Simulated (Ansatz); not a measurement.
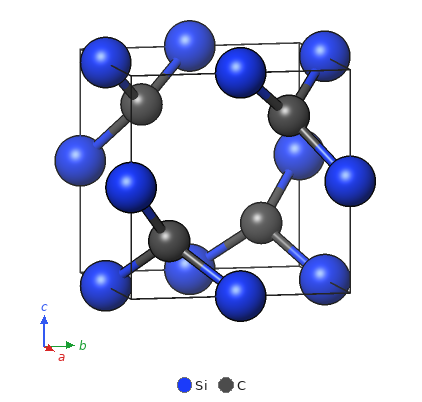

Structure drawing (ball-and-stick), viewed slightly off an axis. One conventional unit cell is framed, with atoms on its boundary repeated. Cell: a = 4.42 Å, b = 4.42 Å, c = 4.42 Å, α = 90.00°, β = 90.00°, γ = 90.00°.

Its origin is a structure type filled with these elements by a generator (whether the compound takes this form wasn't checked). Earlier steps of the study may have refined or changed the cell and positions. It was the input of a calculation with Ansatz.

Question: Characterise what is shown.

Answer: The formula is Si₃C₄. The symmetry is that of P-43m (No. 215), on a primitive cubic lattice. With Z = 1, the cell contains 3 Si, 4 C. The coordination shell of Si holds four C in a distorted tetrahedral arrangement at about 1.9 Å. Each C has three Si at about 1.9 Å. The bonds build a three-dimensional framework.

Electronic-structure method: DFT PBE, scalar-relativistic, plane waves, PAW (Ansatz). Parameters: wavefunction cutoff 420 eV, 8×8×8 k-mesh, Gaussian smearing of 0.1 eV, no spin polarisation.

Question: Classify it as metallic or gapped, with the value.

Answer: A metal: bands cross the Fermi level.

Question: How are the electrons shared out in a Bader analysis?

Answer: Si +2.81 e; C -2.11 e.

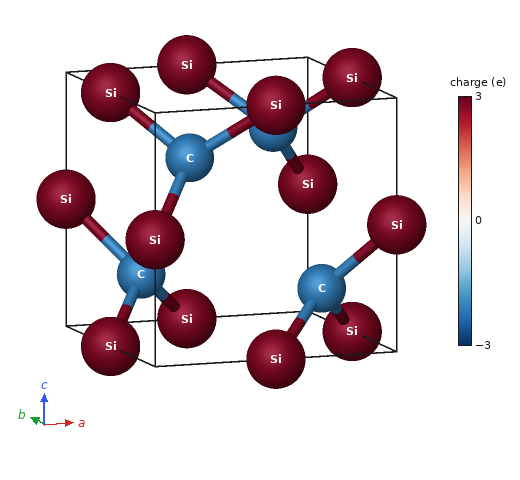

The atoms coloured by those charges. The run's cell of 7 atoms is drawn.

Question: Is the structure relaxed at this level of theory?

Answer: Yes. All forces vanish to within 0.01 eV/Å. The pressure is 0.0 GPa, close to zero.
